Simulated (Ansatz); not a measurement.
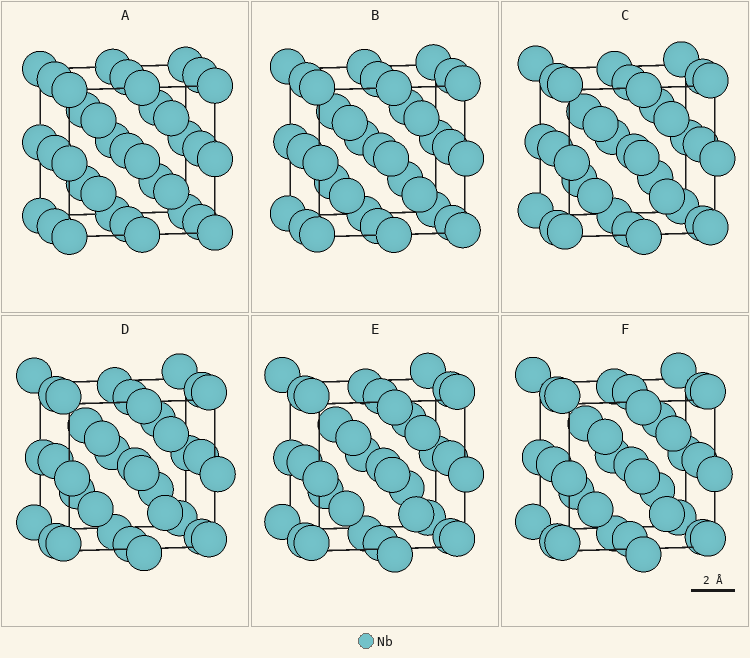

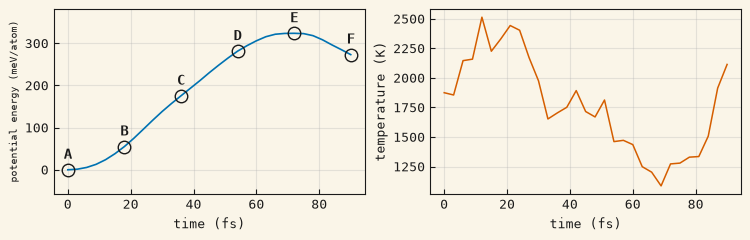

First-principles dynamics of a 16-atom cell of Nb, 90 fs long. The cell was cut from the bcc crystal. Frames (A at 0 fs, B at 18 fs, C at 36 fs, D at 54 fs, E at 72 fs, F at 90 fs) and the history of the run. Style: spheres-only. Shown: the simulation cell, slightly off an axis.

These are results of DFT r2SCAN-D3(BJ), scalar-relativistic, plane waves, PAW in Ansatz 0.2.0, not measurements. Set-up: plane-wave cutoff 500 eV; k-point mesh 2 × 2 × 2; Fermi-Dirac smearing 0.17 eV; volume 1.15 times that of the relaxed crystal; Langevin thermostat (NVT); set temperature 2000 K; time step 3 fs; friction 0.02 per fs.

> What do the frames and curves show?

Over the second half the temperature averages 1491 K (spread ±275 K). The potential energy in the second half lies on average 295 meV per atom above the first frame. In the second half of the run the atoms are, in the root-mean-square, this far from where they began (common drift taken out): Nb 0.33 Å. The run lasts only 90 fs, too short to tell vibration from diffusion.

Limits of the set-up: the k-point mesh is coarse for a cell with partly filled bands.

The run took 17 min on 4 threads of Arm Neoverse N1, on a shared host, peak memory 2.3 GiB.
